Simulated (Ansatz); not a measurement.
# W: 7 runs along one coordinate

System: W (Fm-3m, 1 atom in the cell).
Method: Kohn-Sham DFT of a periodic cell, PBEsol, all-electron LAPW, scalar-relativistic, no spin polarisation (Ansatz 0.2.0).

The 7 runs differ only in the geometry, by an even scaling of the cell at fixed fractional positions. The structure derives from an entry of the Crystallography Open Database.

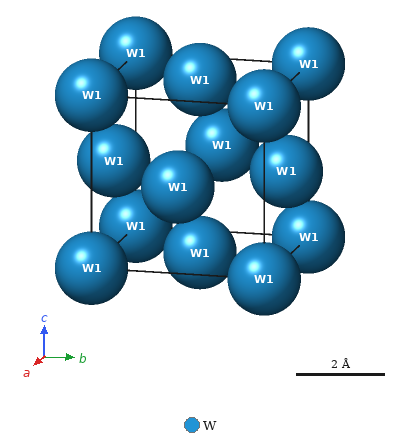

Figure 1. The structure of run 4 (spheres-only view of the cell 4 times as large as that of the calculation, set on its symmetry axes, seen slightly off an axis; atoms are numbered from 1 in the order of the input).

## Input of run 4
```yaml
crystal:
  lattice:
    - [0.0, 2.03, 2.03]
    - [2.03, 0.0, 2.03]
    - [2.03, 2.03, 0.0]
  atoms:
    - { symbol: W, position: [0.0, 0.0, 0.0] }
kpoints:
  mp_grid: { grid: [11, 11, 11] }
scf:
  occupations: { method: fermi_dirac, width: 0.05 }
hamiltonian:
  xc: pbesol
  pseudopotentials: { kind: all_electron, lapw: { basis_error: 0.001 } }
output:
  forces: true
  stress: true
  eigenvalues: true
```

Command:
```bash
ansatz run input.yaml --threads 1 --pin off --max-ram 3072MiB --backend cpu --events-out ev --progress --plain --runs-dir out
```

Lattice vectors (Å) and fractional positions of run 4:
```
   0.000000    2.030000    2.030000
   2.030000    0.000000    2.030000
   2.030000    2.030000    0.000000
W   0.000000  0.000000  0.000000
```

Run 5 differs from it as follows:
```diff
-    - [0.0, 2.03, 2.03]
-    - [2.03, 0.0, 2.03]
-    - [2.03, 2.03, 0.0]
+    - [0.0, 2.0434441004, 2.0434441004]
+    - [2.0434441004, 0.0, 2.0434441004]
+    - [2.0434441004, 2.0434441004, 0.0]
```

## Results, with one run withheld

```csv
run,volume per atom (Å³),"free energy per atom, from the lowest run given (meV)",pressure (GPa)
1,15.727,4.46,5.57
2,16.062,0.00,−1.17
3,16.396,8.89,−7.22
4,16.731,29.73,−12.63
5,17.065,?,?
6,17.400,102.32,−21.77
7,17.735,151.87,−25.59
```

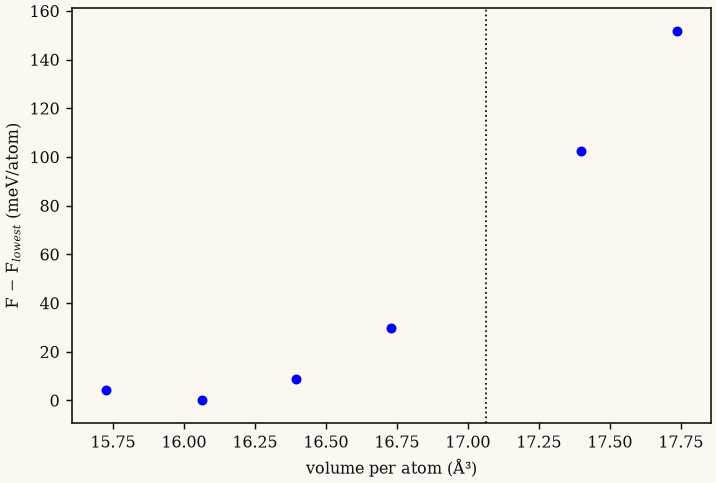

Figure 2. Free energy per atom of the runs given; the dotted line marks run 5.

What should run 5 give?

A cubic polynomial in V^(−2/3) (the Birch–Murnaghan form), fitted to the 6 runs given, misses them by at most 0.03 meV per atom. With x = V^(−2/3) − 0.15336 Å⁻², it reads F = 23.734 − 11585 x + 1.3909e+06 x² + 2.0785e+06 x³ (meV per atom). At run 5 it gives 61.22 meV per atom, and the run itself gives 61.26. The slope of the fit gives a pressure −dF/dV of −17.45 GPa there, and the run prints −17.46 GPa. The fit has its minimum at 16.001 Å³ per atom, where V d²F/dV² gives 313 GPa: the bulk modulus at this level, since symmetry fixes the shape and the positions.

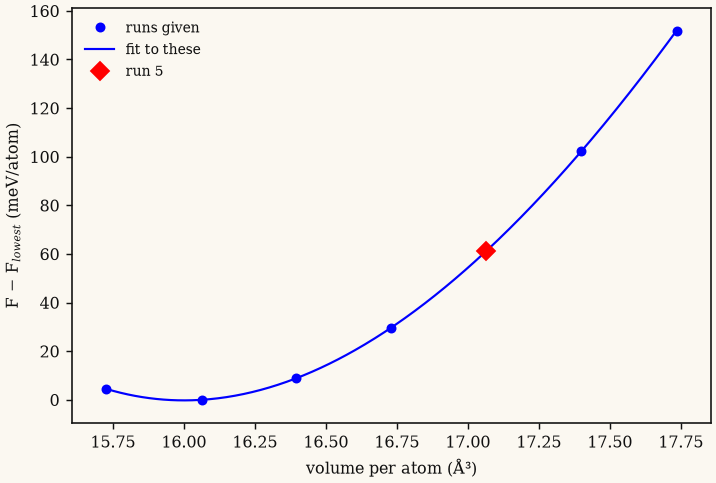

Figure 3. The fit and the withheld run.

## Output, shortened to warnings, some set-up lines, iterations and results (run 5)
```
Basis set: ecut = 248.52842037912 eV, 169 PW (Γ), exchange–correlation at level 2
Symmetry: 48 space group operations
k-points: 56 of 1331
Initial density: superposition of atomic densities (chi_scale 0.1, normalization cell)
[...]
SCF iter   1: F=—  HF=-439073.668449 eV  |F-HF|=—  |Δ(HF+E_count)|=         —  Δρ=3.02e-2  dr2=8.36e-2  ethr=2.19e-4  ⟨swp⟩=2.9  Hψ=8125  notcnv=0
SCF iter   2: F=—  HF=-439073.461160 eV  |F-HF|=—  |Δ(HF+E_count)|=   2.07e-1  Δρ=1.45e-2  dr2=2.35e-2  ethr=2.19e-4  ⟨swp⟩=2.0  Hψ=4034  notcnv=0
SCF iter   3: F=—  HF=-439073.445785 eV  |F-HF|=—  |Δ(HF+E_count)|=   1.54e-2  Δρ=9.40e-3  dr2=1.11e-2  ethr=6.19e-5  ⟨swp⟩=2.0  Hψ=3825  notcnv=0
SCF iter   4: F=—  HF=-439073.441800 eV  |F-HF|=—  |Δ(HF+E_count)|=         —  Δρ=5.44e-3  dr2=4.21e-3  ethr=2.91e-5  ⟨swp⟩=2.0  Hψ=3825  notcnv=0
SCF iter   5: F=—  HF=-439073.441622 eV  |F-HF|=—  |Δ(HF+E_count)|=   1.78e-4  Δρ=1.38e-3  dr2=3.31e-4  ethr=8.73e-7  ⟨swp⟩=2.0  Hψ=6448  notcnv=0
SCF iter   6: F=—  HF=-439073.441644 eV  |F-HF|=—  |Δ(HF+E_count)|=   2.21e-5  Δρ=3.29e-4  dr2=1.73e-5  ethr=8.72e-7  ⟨swp⟩=2.0  Hψ=3825  notcnv=0
SCF iter   7: F=—  HF=-439073.441642 eV  |F-HF|=—  |Δ(HF+E_count)|=   1.24e-6  Δρ=9.19e-5  dr2=1.57e-6  ethr=4.56e-8  ⟨swp⟩=2.0  Hψ=3825  notcnv=0
SCF iter   8: F=-439073.441642 eV  HF=-439073.441642 eV  |F-HF|=2.29e-8  |Δ(HF+E_count)|=   2.98e-7  Δρ=2.07e-5  dr2=6.68e-8  ethr=4.14e-9  ⟨swp⟩=2.0  Hψ=3825  notcnv=0
SCF 1 converged in 8 iterations: F = -439073.441642 eV  dr2 = 6.68e-8
SCF converged after 8 iterations
Free energy (F): -439073.441642 eV
Harris-Foulkes:  -439073.441642 eV  (|F-HF|=2.29e-8)
Internal energy: -439073.432591 eV  (E = F + TS)
E sigma→0 (E₀):  -439073.437117 eV
Entropy (-TS):   -0.009051 eV (-9.051 meV/atom)
Fermi energy:    26.259509 eV
--- Per-component energies (eV) ---
  E_band       = -2106.846936
  E_kinetic    = 491690.704643
  E_xc         = -8702.525469
  E_electrostatic = -922061.611765  (all electrons and nuclei)
  E_smearing   = -0.009051  (= −TS)
  E_closure    = 0.000000  (closes the sum)
  E_atoms      = -439061.712185  (free atoms, spherical and without spin; not in F)
  Σ components = -439073.441642   (vs F -439073.441642, Δ=0.00e0)
  Basis errors (estimates in eV, not in F): energy 2.2e-4 per atom: plane waves 1.8e-4 (9.2e-5 summed), levels above the bands 1.0e-99, relativity 5.1e-8, radial functions 3.4e-5, core shells 4.9e-7; eigenvalues (radial functions only) 2.3e-6; not estimated: angular momenta, meshes, grids; target …
--- Forces (eV/Å), atoms counted from 1 ---
  atom   1  W      0.00000000    -0.00000000     0.00000000
  max |Σ_I F_I| component: 6.57e-32 eV/Å
--- Stress (GPa, compression-positive) ---
      -17.463363       0.000000      -0.000000
        0.000000     -17.463363       0.000000
       -0.000000       0.000000     -17.463363
  P = ⅓ Tr σ = -17.4634 GPa (-174.634 kbar)
```

Notes: Spin–orbit coupling is left out, which matters for W.
